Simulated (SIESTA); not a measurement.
**Na: 7 runs along one coordinate**

System: Na (P6₃/mmc, 2 atoms in the cell).
Method: Kohn-Sham DFT of a periodic cell, PBE, PseudoDojo 0.4 standard, converted to PSML, no spin polarisation (SIESTA 5.4.2).

The 7 runs differ only in the geometry, by an even scaling of the cell at fixed fractional positions. The structure derives from an entry of the Crystallography Open Database.

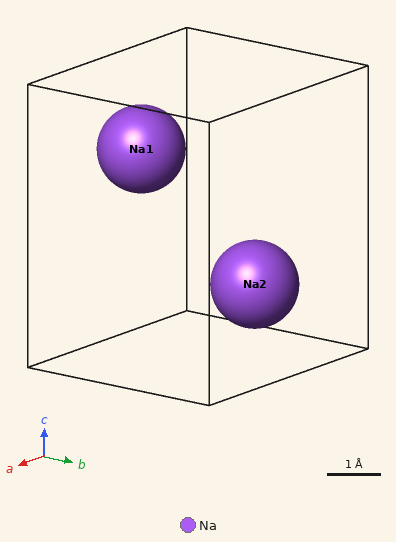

Figure 1. The structure of run 4 (spheres-only view of the cell of the calculation, seen at an oblique angle; atoms are numbered from 1 in the order of the input).

**Input of run 4**
```
SystemName                      Na
SystemLabel                     Na
NumberOfSpecies                 1
NumberOfAtoms                   2
%block ChemicalSpeciesLabel
  1  11 Na
%endblock ChemicalSpeciesLabel

LatticeConstant                 1.0 Ang
%block LatticeVectors
     3.7670000000     0.0000000000     0.0000000000
    -1.8835000000     3.2623176961     0.0000000000
     0.0000000000     0.0000000000     6.1540000000
%endblock LatticeVectors
AtomicCoordinatesFormat         Ang
%block AtomicCoordinatesAndAtomicSpecies
     1.8835000002     1.0874392319     4.6155000000  1
    -0.0000000002     2.1748784642     1.5385000000  1
%endblock AtomicCoordinatesAndAtomicSpecies

%block kgrid.MonkhorstPack
    8   0   0  0.0
    0   8   0  0.0
    0   0   5  0.0
%endblock kgrid.MonkhorstPack
XC.Functional                   GGA
XC.Authors                      PBE
PAO.BasisSize                   DZP
PAO.EnergyShift                 0.002 Ry
Mesh.Cutoff                     800 Ry
OccupationFunction              FD
ElectronicTemperature           0.05 eV
MaxSCFIterations                120
SCF.MustConverge                false
SCF.Mixer.Method                Pulay
SCF.Mixer.Weight                0.25
SCF.Mixer.History               8
SCF.DM.Tolerance                5.0e-05
SCF.H.Tolerance                 1.0e-03 eV
WriteForces                     true
Charge.Mulliken                 end
%block PAO.Basis
  Na 4
  n=2 0 1
    3.027
  n=3 0 2
    9.500 0.000
  n=2 1 1
    3.590
  n=3 1 1
    9.500
%endblock PAO.Basis
```

Command:
```bash
siesta Na.fdf > Na.out 2>&1
```

Run 2 differs from it as follows:
```diff
-     3.7670000000     0.0000000000     0.0000000000
-    -1.8835000000     3.2623176961     0.0000000000
-     0.0000000000     0.0000000000     6.1540000000
+     3.7160883536     0.0000000000     0.0000000000
+    -1.8580441768     3.2182269170     0.0000000000
+     0.0000000000     0.0000000000     6.0708276422
-     1.8835000002     1.0874392319     4.6155000000  1
-    -0.0000000002     2.1748784642     1.5385000000  1
+     1.8580441770     1.0727423056     4.5531207316  1
+    -0.0000000002     2.1454846114     1.5177069106  1
```

**Results, with one run withheld**

```tsv
run	volume per atom (Å³)	free energy per atom, from the lowest run given (meV)	pressure (GPa)
1	35.545	6.92	0.72
2	36.301	?	?
3	37.057	1.88	0.36
4	37.814	0.58	0.20
5	38.570	0.00	0.05
6	39.326	0.09	−0.09
7	40.083	0.79	−0.21
```

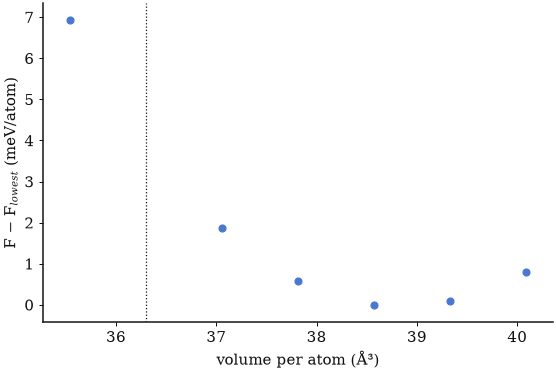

Figure 2. Free energy per atom of the runs given; the dotted line marks run 2.

Estimate the energy of run 2 from the others.

A cubic polynomial in V^(−2/3) (the Birch–Murnaghan form), fitted to the 6 runs given, misses them by under 0.01 meV per atom. With x = V^(−2/3) − 0.08845 Å⁻², it reads F = 0.35683 + 629.6 x + 2.4825e+05 x² − 9.3284e+05 x³ (meV per atom). At run 2 it gives 3.97 meV per atom, and the run itself gives 3.98. The slope of the fit gives a pressure −dF/dV of 0.53 GPa there, and the run prints 0.53 GPa. The fit has its minimum at 38.841 Å³ per atom, where V d²F/dV² gives 7.02 GPa. Cell shape and fractional positions are held, so this is the stiffness under even scaling; the relaxed bulk modulus wasn't computed.

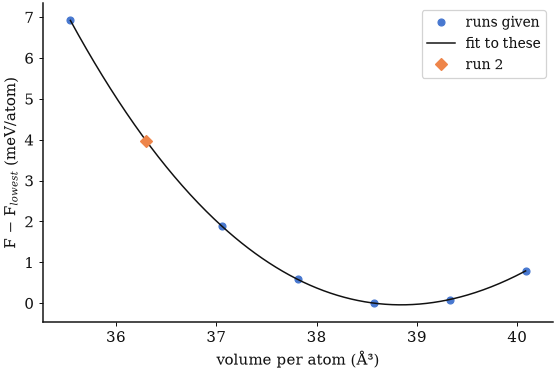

Figure 3. The fit and the withheld run.

**Some lines of the output (run 2)**
```
[...]
outcell: Cell volume (Ang**3)        :     72.6023
stepf: Fermi-Dirac step function
siesta: Etot    =     -2487.505258
siesta: FreeEng =     -2487.511382
        iscf     Eharris(eV)        E_KS(eV)     FreeEng(eV)     dDmax    Ef(eV) dHmax(eV)
siesta: E_KS(eV) =            -2487.5180
siesta: E_KS - E_eggbox =     -2487.5180
siesta: Etot    =     -2487.517997
siesta: FreeEng =     -2487.524116
siesta:         Fermi =      -3.574854
siesta: Cell volume =         72.602336 Ang**3
    Orbital volume contribution        =           3.304984 eV
```

Notes: Points of doubt noted for this run: mulliken charges of long orbitals. With a small basis of atomic orbitals these values can differ much from converged plane-wave results.
